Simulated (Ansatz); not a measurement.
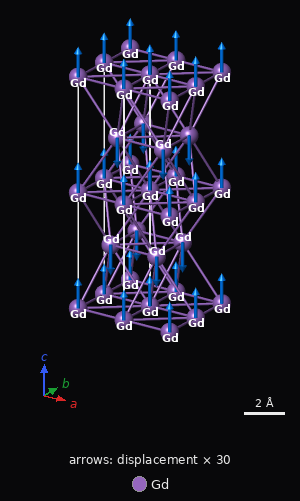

This is a relaxation of solid Gd (built on the dhcp type). The starting structure is drawn; blue arrows show the displacements (the part carried along by the change of the cell is left out), magnified 30 times.

A ball-and-stick model of the cell of the calculation, repeated 2 × 2 × 1 with one cell outlined, seen slightly off an axis.

Method: DFT r2SCAN, scalar-relativistic, plane waves, PAW in Ansatz 0.2.0. Set-up: plane-wave cutoff 500 eV; k-point mesh 14 × 14 × 4; occupations gaussian; smearing width 0.05 eV; collinear spin; cell relaxed at fixed volume; force threshold 0.01 eV/Å; at most 40 steps.

Question: What did the optimiser do to the structure, and how much energy did it gain?

Answer: The energy falls by 6.3 meV per atom in 3 accepted moves (4 points after the start). Largest force component: 0.21 eV/Å at the start, 0.0019 eV/Å at the end. The pressure goes from −0.16 to −0.07 GPa. The SCF was repeated once at an unchanged geometry on a basis and grid sized afresh for the cell, which shifted the energy by less than 0.05 meV per atom at most. The largest moves relative to the cell, 0.052 Å, are those of Gd atoms. The drawn cell changes at constant volume: a = b 3.657 → 3.667 Å (+0.3 %), c 11.896 → 11.833 Å (−0.5 %). Among the contacts that change: Gd–Gd 3.647 → 3.553 Å, Gd–Gd 3.647 → 3.723 Å, Gd–Gd 3.657 → 3.667 Å. The space group (tolerance 0.01 Å) goes from P6_3/mmc (No. 194) to P6_3mc (No. 186).
